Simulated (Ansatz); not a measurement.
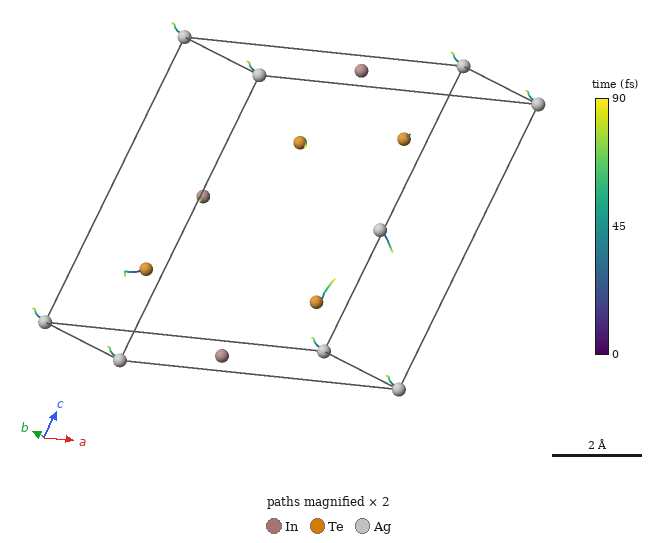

Molecular dynamics of an 8-atom cell of InAgTe2 (set up in I-42d), 90 fs long. Lines trace each atom's path, coloured by time; spheres stand at the starting positions. The excursions are magnified 2 times. Seen from a free direction in the simulation cell.

Level of theory: Ansatz, DFT, PAW plane waves, PBE. Settings: plane-wave cutoff 420 eV; k-point mesh 3 × 3 × 3; Fermi-Dirac smearing 0.05 eV; Langevin thermostat (NVT); set temperature 600 K; time step 3 fs.

The input:
```yaml
crystal:
  lattice:
    - [0.0, 6.561287, 2.6e-07]
    - [6.561287, 0.0, 2.6e-07]
    - [3.28064375, 3.28064375, -6.40844474]
  atoms:
    - { symbol: In, position: [0.5, 0.5, 0.0] }
    - { symbol: In, position: [0.25, 0.75, 0.5] }
    - { symbol: Te, position: [0.375, 0.3868, 0.75] }
    - { symbol: Te, position: [0.6132, 0.125, 0.25] }
    - { symbol: Te, position: [0.875, 0.8632, 0.75] }
    - { symbol: Te, position: [0.1368, 0.625, 0.25] }
    - { symbol: Ag, position: [0.0, 0.0, 0.0] }
    - { symbol: Ag, position: [0.75, 0.25, 0.5] }
kpoints:
  mp_grid: { grid: [3, 3, 3] }
magnetization:
  spin_polarized: false
scf:
  occupations: { method: fermi_dirac, width: 0.05 }
hamiltonian:
  pseudopotentials: { kind: paw }
  xc: pbe
basis:
  ecutwfc: 420
md:
  timestep: 3.0
  n_steps: 30
  ensemble: nvt_langevin
  temperature: 600.0
  initial_velocities: maxwell_boltzmann
  seed: 17970
```

Command:
```bash
ansatz run input.yaml --threads 2 --pin off --max-ram 2560MiB --backend cpu --events-out ev --progress --plain --runs-dir out
```

Describe the motion.

In the second half of the run the atoms are, in the root-mean-square, this far from where they began (common drift taken out): Ag 0.24 Å, Te 0.19 Å, In 0.12 Å. The run lasts only 90 fs, too short to tell vibration from diffusion. The mean temperature in the second half is 522 K (standard deviation 58 K). The potential energy in the second half lies on average 37.0 meV per atom above the first frame.
